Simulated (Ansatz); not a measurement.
Read the following structure.

```
Al Ru
1.0
     4.70495    0.00000    0.00000
     0.00000    7.97967    0.00000
    -2.35247    0.00000    4.39153
Al Ru
8 4
Direct
  0.00000 0.67094 0.00000
  0.00000 0.32906 0.00000
  0.00000 0.57906 0.50000
  0.00000 0.25000 0.50000
  0.50000 0.17094 0.00000
  0.50000 0.82906 0.00000
  0.50000 0.07906 0.50000
  0.50000 0.75000 0.50000
  0.00000 0.00000 0.00000
  0.00000 0.92094 0.50000
  0.50000 0.50000 0.00000
  0.50000 0.42094 0.50000
```

### Describe what this structure looks like.

Formula: Al2Ru. The atoms follow space group C2 (No. 5); the Bravais lattice is base-centred monoclinic. Content of the cell: 8 Al, 4 Ru (Z = 4). Ru is linked to eight Al and two Ru (2.57 to 2.73 Å to Al, 2.57 Å to Ru). Within bonding distance, the neighbour counts come to Al 10. The bonds build a three-dimensional framework.

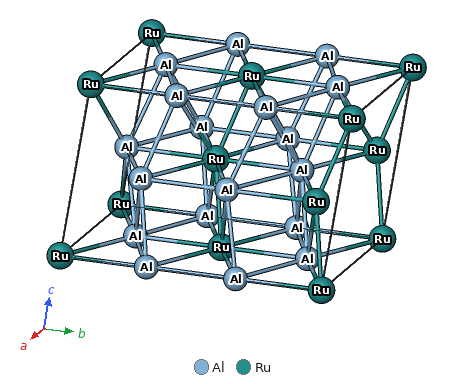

The structure above is drawn in ball-and-stick style and viewed slightly off an axis. One conventional unit cell is framed, with atoms on its boundary repeated. Colours: aluminium light blue, ruthenium teal.

It derives from a structure listed in the Materials Project. Earlier steps of the study, as a rule a relaxation of our own, may have changed the cell and positions, so they can lie some per cent off the listed ones. It went into a calculation with Ansatz.

At this level of theory the run's own cell isn't at rest (compressed, at 7 GPa and forces up to 1.7 eV/Å), so its distances can differ from those at equilibrium, the more so the softer the solid.
